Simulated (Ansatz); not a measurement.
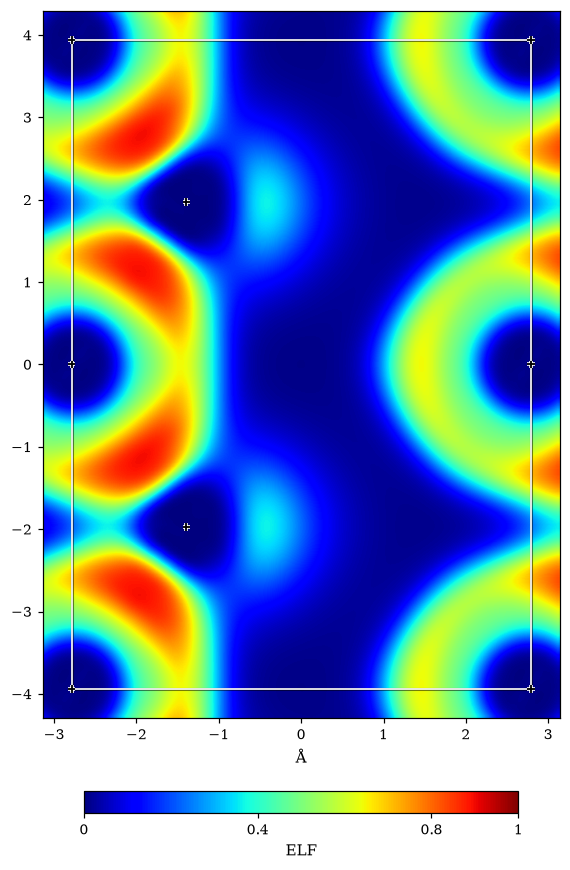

The ELF on a plane through atoms (crosses mark nuclei in the plane).

The calculation used Kohn-Sham DFT of a periodic cell, r2SCAN, Ansatz PAW in Ansatz.

Candidates:
A. Pd, a = 3.19 Å, b = 3.19 Å, c = 3.19 Å, α = 90.00°, β = 90.00°, γ = 90.00°. Space group Im-3m; a structure from a database of computed crystals, not necessarily the ambient phase; computed pressure about −11 GPa in this cell.
B. SiO$_{2}$, a = 8.94 Å, b = 8.94 Å, c = 5.22 Å, α = 90.00°, β = 90.00°, γ = 90.00°. Space group I4/mmm; a structure from a database of computed crystals, not necessarily the ambient phase.
C. BeTe, a = 5.58 Å, b = 5.58 Å, c = 5.58 Å, α = 90.00°, β = 90.00°, γ = 90.00°. Space group F-43m; computed pressure about 3 GPa in this cell.

Q: Which system is this?

A: Candidate C: BeTe on the (110) plane of the conventional cell, which holds Te and Be. Be–Te (2.41 Å): the ELF peaks at about 0.90 between the atoms, as expected for a covalent bond.
